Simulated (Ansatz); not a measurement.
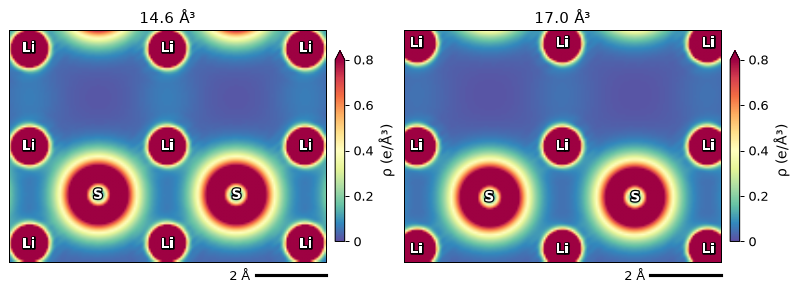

Li2S. The valence pseudo-density of cells scaled evenly to different volumes (given per atom above each panel), on the (011̄) plane of each (indices in the axes of the cell below), at one length scale and on one colour scale.

Method: DFT PBE, scalar-relativistic, plane waves, PAW (Ansatz).

The largest cell:

```cif
data_structure
_symmetry_space_group_name_H-M 'P 1'
_symmetry_Int_Tables_number 1
_cell_length_a 4.1649
_cell_length_b 4.1649
_cell_length_c 4.1649
_cell_angle_alpha 60.000
_cell_angle_beta 60.000
_cell_angle_gamma 60.000
_cell_volume 51.08
loop_
_atom_site_label
_atom_site_type_symbol
_atom_site_fract_x
_atom_site_fract_y
_atom_site_fract_z
_atom_site_occupancy
Li1 Li 0.25000 0.25000 0.25000 1
Li2 Li 0.75000 0.75000 0.75000 1
S1 S 0.00000 0.00000 0.00000 1
```

| volume (Å³/atom) | Li–S contact in the plane (Å) | ρ at its midpoint (e/Å³) | pressure (GPa) | gap on the mesh (eV) | 
| --- | --- | --- | --- | --- |
| 14.55 | 2.420 | 0.314 | 2.8 | 3.35 | 
| 16.24 | 2.511 | ? | ? | ? | 
| 17.03 | 2.550 | 0.255 | −3.2 | 3.44 | 

Question: Estimate the missing row, and compare with the calculation.

Answer: Over the known rows ln ρ falls by 1.60 per Å of Li–S distance (the line through the two), which gives 0.271 e/Å³ at 2.511 Å; the calculation gives 0.272 e/Å³. For the pressure, a straight line in volume between the neighbouring rows gives −1.3 GPa; the calculation gives −1.8, lower because pressure rises ever faster on compression. For the gap on the mesh, a straight line in volume between the neighbouring rows gives 3.41 eV; the calculation gives 3.42.
